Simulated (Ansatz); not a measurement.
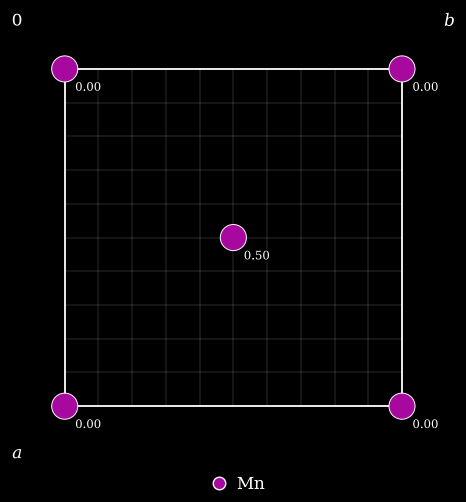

Plan of a unit cell projected along c (a down the page, b across); the numbers are heights as fractions of c, and atoms on the cell's edges are repeated. The grid marks tenths of a and b. Source: the input geometry of an electronic-structure calculation (not necessarily at equilibrium); the starting structure was generated, so it need not be a known form of this composition. The drawing is computed from the coordinates (standard cell, symmetry found to 0.002 Å).

a = 2.797 Å, b = 2.797 Å, c = 2.797 Å, α = 90.00°, β = 90.00°, γ = 90.00°.

What does the cell contain?

Answer. 2 Mn: Mn, Z = 2.

Which space group?

Answer. No. 229, Im-3m, body-centred cubic.

Give the independent sites, coordinates to two places.

Answer.
```json
{"atom": "Mn", "site": "2a", "symmetry": "m-3m", "x": "0.00", "y": "0.00", "z": "0.00"}
```
